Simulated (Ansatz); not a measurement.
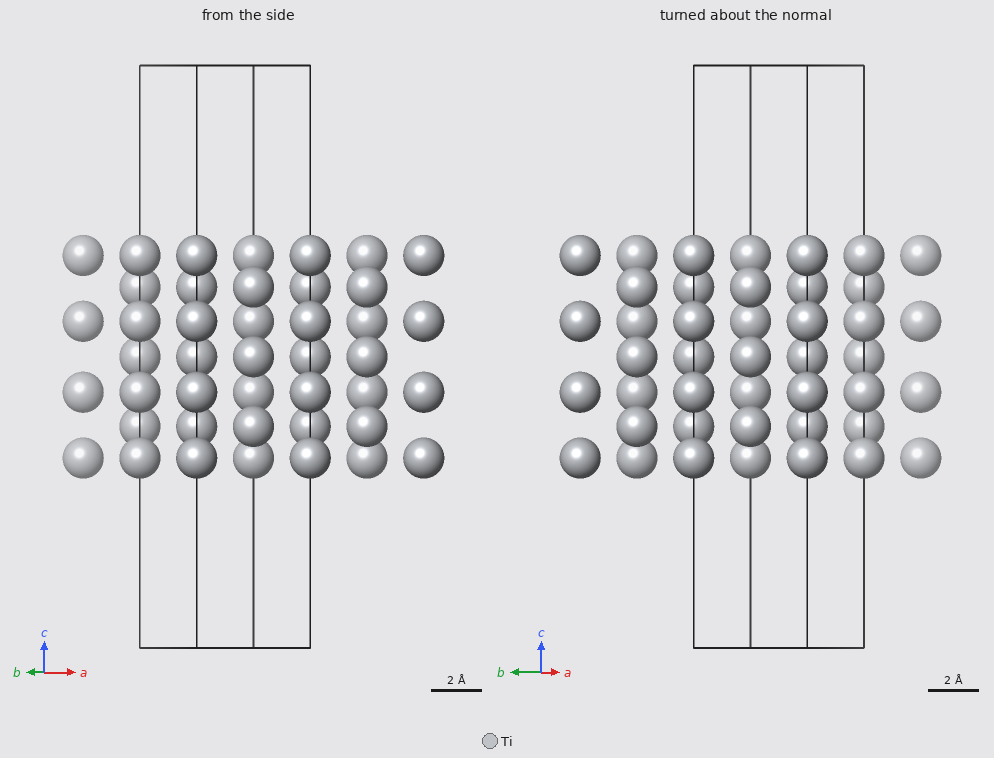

A spheres-only picture of a periodic slab, seen from the side and turned about the normal. The surface normal points up in side views; the box is the simulation cell. 2×2 cells are drawn in the plane, with atoms at the edges repeated.

The cell holds 10 Ti. The slab was cut from bulk Ti (P6/mmm).

**What is its extent along the surface normal?**

About 8 Å from the lowest to the highest atom, with about 15 Å of vacuum to the next image.

**Give the sequence of planes from the top.**

Seven planes: Ti / Ti / Ti / Ti / Ti / Ti / Ti.

**On which plane does the slab lie?**

(0 0 1).

Computational set-up: Ansatz, DFT PBE, scalar-relativistic, plane waves, PAW, 420 eV cutoff, a 9×9×1 k-point grid, Gaussian smearing of 0.1 eV, no spin polarisation.

**Work functions?**

3.35 eV on both faces.

Starting structure: a structure listed in the Materials Project, from which a slab was cut. The atoms were relaxed in a fixed cell with DFT PBE, scalar-relativistic, plane waves, PAW in Ansatz.
